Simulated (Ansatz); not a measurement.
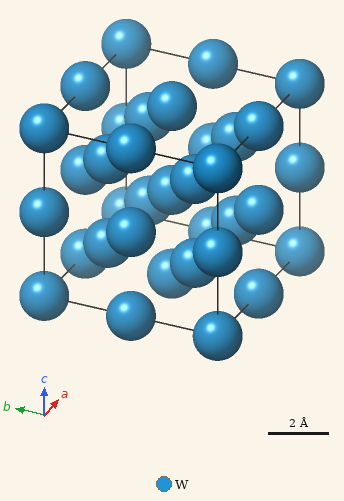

Starting frame of a dynamics run of a 16-atom cell of W. The cell was cut from the bcc crystal. Style: spheres-only. Shown: the simulation cell, from a free direction.

Level of theory: Ansatz 0.2.0, DFT LDA, scalar-relativistic, plane waves, PAW.

Input file:
```yaml
accuracy: low
crystal:
  lattice:
    - [6.423625, 0.0, 0.0]
    - [0.0, 6.423625, 0.0]
    - [0.0, 0.0, 6.423625]
  atoms:
    - { symbol: W, position: [0.0, 0.0, 0.0] }
    - { symbol: W, position: [0.5, 0.0, 0.0] }
    - { symbol: W, position: [0.0, 0.5, 0.0] }
    - { symbol: W, position: [0.0, 0.0, 0.5] }
    - { symbol: W, position: [0.25, 0.25, 0.25] }
    - { symbol: W, position: [0.5, 0.5, 0.0] }
    - { symbol: W, position: [0.5, 0.0, 0.5] }
    - { symbol: W, position: [0.75, 0.25, 0.25] }
    - { symbol: W, position: [0.0, 0.5, 0.5] }
    - { symbol: W, position: [0.25, 0.75, 0.25] }
    - { symbol: W, position: [0.25, 0.25, 0.75] }
    - { symbol: W, position: [0.5, 0.5, 0.5] }
    - { symbol: W, position: [0.75, 0.75, 0.25] }
    - { symbol: W, position: [0.75, 0.25, 0.75] }
    - { symbol: W, position: [0.25, 0.75, 0.75] }
    - { symbol: W, position: [0.75, 0.75, 0.75] }
basis:
  ecutwfc: 420.0
kpoints:
  mp_grid: { grid: [2, 2, 2] }
hamiltonian:
  xc: lda
scf:
  occupations: { method: fermi_dirac, width: 0.17 }
  lower_state_search: "off"
md:
  timestep: 3
  n_steps: 180
  ensemble: nvt_langevin
  temperature: 2000.0
  initial_velocities: maxwell_boltzmann
  seed: 709088
  friction: 0.02
```

Run as
```bash
ansatz run input.yaml --threads 2 --pin off --max-ram 5120MiB --backend cpu --events-out ev --progress --plain --runs-dir out
```

What does the trajectory do?

Answer. The mean temperature in the second half is 2166 K (standard deviation 430 K). The potential energy is still drifting at the end, so the run hasn't reached equilibrium. The potential energy in the second half lies on average 283 meV per atom above the first frame. In the second half of the run the atoms are, in the root-mean-square, this far from where they began (common drift taken out): W 0.23 Å. That is small against the typical shortest distance between atoms in the first frame, about 2.8 Å: the atoms vibrate about their sites and the arrangement holds.

Along the run (each row but the first and the last is the mean over the interval that it begins):

| time (fs) | potential energy (meV/atom) | T (K) |
| --- | --- | --- |
| 0.0 | 0.0 | 1875 |
| 54.0 | 201.2 | 1821 |
| 108.0 | 218.6 | 1681 |
| 162.0 | 211.8 | 2478 |
| 216.0 | 282.6 | 2135 |
| 270.0 | 333.9 | 1992 |
| 324.0 | 326.0 | 1955 |
| 378.0 | 245.4 | 2649 |
| 432.0 | 289.6 | 1859 |
| 486.0 | 222.6 | 2335 |
| 540.0 | 209.0 | 2848 |

The paths of the atoms, magnified 2 times:

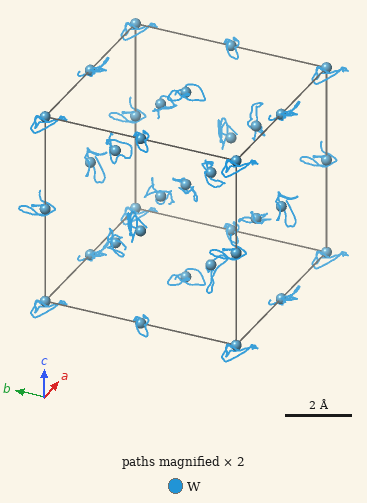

Limits of the set-up: the k-point mesh is coarse for a cell with partly filled bands; the program's low-accuracy preset was used.

Cost: 12 min on 2 threads of Intel(R) Xeon(R) Platinum 8488C (Sapphire Rapids) (shared host), peak memory 0.94 GiB.
